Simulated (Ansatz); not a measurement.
## Energy of SnO along a shift of atoms along one path

System: SnO (slab, 8 atoms in the cell).
Method: DFT PBE+D3(BJ), scalar-relativistic, plane waves, PAW, no spin polarisation (Ansatz 0.2.0).

The 5 runs differ only in the geometry, by a shift of atoms along one path in a fixed cell. The shift s is measured from run 3: Sn5 moves along the Cartesian direction (1.00, 0.00, 0.00), and O6, O7 and Sn8 with it in fixed proportion. The structure derives from a Materials Project entry.

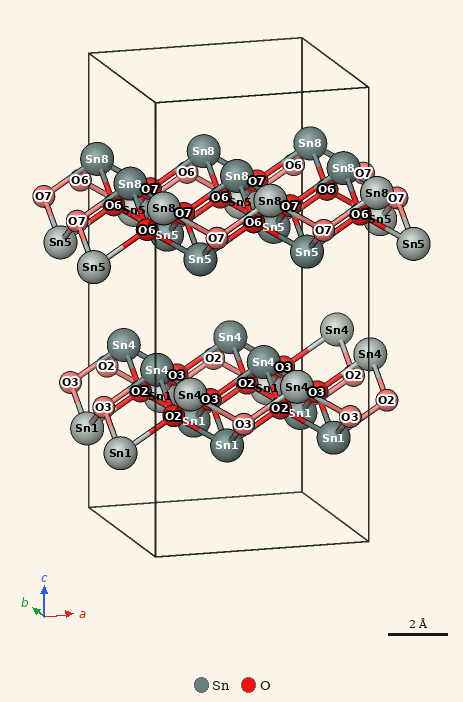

Figure 1. The structure of run 3 (ball-and-stick view of the 2 × 2 repeat of the cell, with the vacuum cut short, seen slightly off an axis; neighbours outside the cell are drawn fainter; atoms are numbered from 1 in the order of the input).

## Input of run 3
```yaml
crystal:
  lattice:
    - [3.8205591572, -1.44285e-05, 0.0]
    - [1.45032e-05, 3.8205591572, 0.0]
    - [0.0, 0.0, 22.228105661]
  atoms:
    - { symbol: Sn, position: [0.7499972356, 0.2500027644, 0.2024464014] }
    - { symbol: O, position: [0.2499972356, 0.2500027644, 0.2556235111] }
    - { symbol: O, position: [0.7499972356, 0.7500027644, 0.2556235111] }
    - { symbol: Sn, position: [0.2499972356, 0.7500027644, 0.3088006209] }
    - { symbol: Sn, position: [0.4999972356, 1.2500027644, 0.5] }
    - { symbol: O, position: [0.9999972356, 1.2500027644, 0.5531771098] }
    - { symbol: O, position: [0.4999972356, 0.7500027644, 0.5531771098] }
    - { symbol: Sn, position: [0.9999972356, 0.7500027644, 0.6063542196] }
basis:
  ecutwfc: 420
kpoints:
  mp_grid: { grid: [7, 7, 1] }
hamiltonian:
  xc: pbe
  dispersion: d3bj
scf:
  occupations: { method: gaussian, width: 0.05 }
output:
  forces: true
  eigenvalues: true
efield:
  axis: 3
  dipole_correction: true
  ramp_width: 0.04
```

Command:
```bash
ansatz run input.yaml --threads 1 --pin off --max-ram 3072MiB --backend cpu --events-out ev --progress --plain --runs-dir out
```

Run 4 differs from it as follows:
```diff
-    - { symbol: Sn, position: [0.4999972356, 1.2500027644, 0.5] }
-    - { symbol: O, position: [0.9999972356, 1.2500027644, 0.5531771098] }
-    - { symbol: O, position: [0.4999972356, 0.7500027644, 0.5531771098] }
-    - { symbol: Sn, position: [0.9999972356, 0.7500027644, 0.6063542196] }
+    - { symbol: Sn, position: [0.6249972356, 1.2500027644, 0.5] }
+    - { symbol: O, position: [1.1249972356, 1.2500027644, 0.5531771098] }
+    - { symbol: O, position: [0.6249972356, 0.7500027644, 0.5531771098] }
+    - { symbol: Sn, position: [1.1249972356, 0.7500027644, 0.6063542196] }
```

## Results, with one run withheld

| run | shift s of Sn5 (Å) | free energy per atom, from the lowest run given (meV) | gap on the mesh (eV) | force along the path (eV/Å) |
| --- | --- | --- | --- | --- |
| 1 | −0.9551 | 2.93 | 2.52 | 0.000 |
| 2 | −0.4776 | 2.49 | 2.56 | 0.014 |
| 3 | 0.0000 | 1.43 | 2.61 | 0.019 |
| 4 | 0.4776 | ? | ? | ? |
| 5 | 0.9551 | 0.00 | 2.62 | 0.000 |

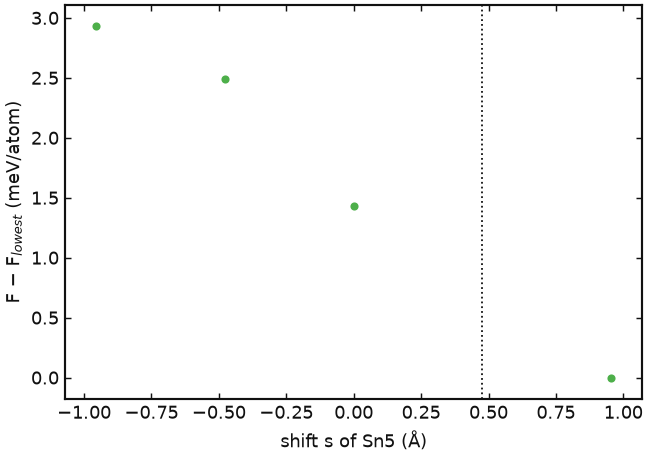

Figure 2. Free energy per atom of the runs given; the dotted line marks run 4.

What should run 4 give?

A quadratic polynomial in the coordinate, fitted to the 4 runs given, misses them by at most 0.19 meV per atom. With x = s + 0.1194, it reads F = 1.7567 − 1.5612 x − 0.088651 x² (meV per atom). At run 4 it gives 0.79 meV per atom, and the run itself gives 0.41. The slope of the fit gives a force −dF/ds of 0.013 eV/Å along the path (summed over the atoms that move), and the printed forces give 0.013 eV/Å. The fit has no minimum inside this range. The gap on the mesh goes, without turning, from 2.52 eV in run 1 to 2.62 eV in run 5; run 4 has 2.62 eV. These are gaps of this functional on this mesh, which can miss the band edges; they aren't the measured gap.

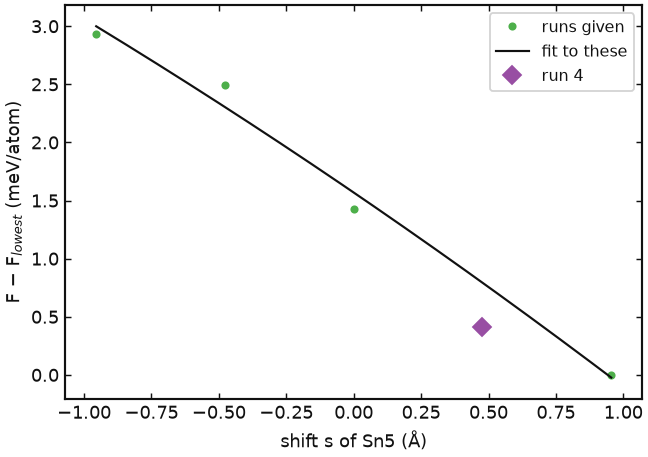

Figure 3. The fit and the withheld run.

## Output, shortened to warnings, some set-up lines, iterations and results (run 4)
```
Warning: crystal.lattice misses the space group found at crystal.symmetry.tolerance 1.0e-5 in a digit that the deck types, which is why this is a warning: making the lattice exact moves one of its numbers by a whole unit of that number's last typed decimal, or more. The operation that it misses by the most changes a squared length by the fraction 3.91e-8. The run uses the lattice that is a …
Basis set: ecut = 420 eV, 6355 PW (Γ), exchange–correlation on 54×54×300 points (8 copies of the dense FFT grid, shifted against one another)
Symmetry: 2 space group operations
k-points: 16 of 49 (time reversal used)
Initial density: superposition of atomic densities (neutral atoms: chi_scale 0, normalization atom), corrected by the library's trained network
[...]
SCF iter   1: F=—  HF=-26367.792214 eV  |F-HF|=—  |Δ(HF+E_count)|=         —  Δρ=2.44e-3  dr2=5.37e-2  ethr=1.77e-3  p=0.000 e·Å  D=3.64e-7 V/Å  ΔV_dip=-0.00 eV  …
SCF iter   2: F=—  HF=-26367.793614 eV  |F-HF|=—  |Δ(HF+E_count)|=   1.40e-3  Δρ=2.14e-3  dr2=1.48e-2  ethr=6.71e-5  p=0.000 e·Å  D=7.62e-6 V/Å  ΔV_dip=-0.00 eV  …
SCF iter   3: F=—  HF=-26367.792566 eV  |F-HF|=—  |Δ(HF+E_count)|=   1.05e-3  Δρ=5.50e-4  dr2=2.02e-3  ethr=1.84e-5  p=-0.000 e·Å  D=-1.17e-6 V/Å  ΔV_dip=0.00 eV  …
SCF iter   4: F=—  HF=-26367.794509 eV  |F-HF|=—  |Δ(HF+E_count)|=   1.94e-3  Δρ=1.78e-4  dr2=2.49e-4  ethr=2.53e-6  p=-0.000 e·Å  D=-5.21e-6 V/Å  ΔV_dip=0.00 eV  …
SCF iter   5: F=—  HF=-26367.794825 eV  |F-HF|=—  |Δ(HF+E_count)|=   3.16e-4  Δρ=5.48e-5  dr2=2.13e-5  ethr=3.12e-7  p=0.000 e·Å  D=1.90e-6 V/Å  ΔV_dip=-0.00 eV  …
SCF iter   6: F=—  HF=-26367.794623 eV  |F-HF|=—  |Δ(HF+E_count)|=   2.02e-4  Δρ=2.18e-5  dr2=2.25e-6  ethr=2.67e-8  p=-0.000 e·Å  D=-1.56e-7 V/Å  ΔV_dip=0.00 eV  …
SCF iter   7: F=—  HF=-26367.794626 eV  |F-HF|=—  |Δ(HF+E_count)|=   3.28e-6  Δρ=6.76e-6  dr2=1.38e-7  ethr=2.82e-9  p=-0.000 e·Å  D=-1.38e-6 V/Å  ΔV_dip=0.00 eV  …
SCF iter   8: F=-26367.794627 eV  HF=-26367.794627 eV  |F-HF|=3.50e-8  |Δ(HF+E_count)|=   7.67e-7  Δρ=4.05e-6  dr2=5.06e-8  ethr=1.25e-10  p=0.000 e·Å  D=2.25e-6 V/Å  …
SCF 1 converged in 8 iterations: F = -26367.794627 eV  dr2 = 5.06e-8
SCF converged after 8 iterations
Free energy (F): -26367.794627 eV
Harris-Foulkes:  -26367.794627 eV  (|F-HF|=3.50e-8)
Internal energy: -26367.794627 eV  (E = F + TS)
E sigma→0 (E₀):  -26367.794627 eV
Fermi energy:    2.266629 eV
Dipole field:    D = -0.000010 V/Å  (p = -0.000019 e·Å, saw-weighted, corrected)
Work function:   Φ+ = 3.8662 eV   Φ− = 3.8660 eV
Levels:          The Fermi level and band energies are counted from a zero that moves with the ramp; work functions are not
--- Per-component energies (eV) ---
  E_band       = -992.598361
  E_kinetic    = 1444.476279
  E_local      = -39098.402451  (includes V_loc(G=0)·N_el)
  E_nonlocal   = 63.446960
  E_hartree    = 19458.305674
  E_xc         = -1824.797363
  E_vxc        = -759.189112  (∫ρ·V_xc dr)
  E_paw        = -17175.126602  (= ΣΔE_a)
  E_vpaw       = -1559.553483  (= ΣTr[D̂ρ^β])
  E_aug_tail   = 0.009617  (compensation charges beyond the density's cutoff)
  E_efield     = 0.000000  (sawtooth field / dipole correction)
  E_vefield    = 0.000000  (∫n·V_field dr)
  E_ewald      = 10765.528216
  E_disp       = -1.234957  (pairwise vdW)
  E_smearing   = -0.000000  (= −TS)
  E_closure    = 0.000000  (closes the sum)
  Σ components = -26367.794627   (vs F -26367.794627, Δ=0.00e0)
--- Forces (eV/Å), atoms counted from 1 ---
  atom   1  Sn    -0.00162413     0.00000001     0.01691477
  atom   2  O      0.00312220    -0.00000001     0.01056391
  atom   3  O     -0.00917588     0.00000003     0.01065896
  atom   4  Sn    -0.00548621     0.00000002     0.08349980
  atom   5  Sn     0.00548573    -0.00000002    -0.08354286
  atom   6  O      0.00917596    -0.00000003    -0.01063530
  atom   7  O     -0.00312204     0.00000001    -0.01054127
  atom   8  Sn     0.00162424    -0.00000001    -0.01691290
  max |Σ_I F_I| component: 5.12e-6 eV/Å
```

Warnings of the run: the structure was made exactly symmetric.
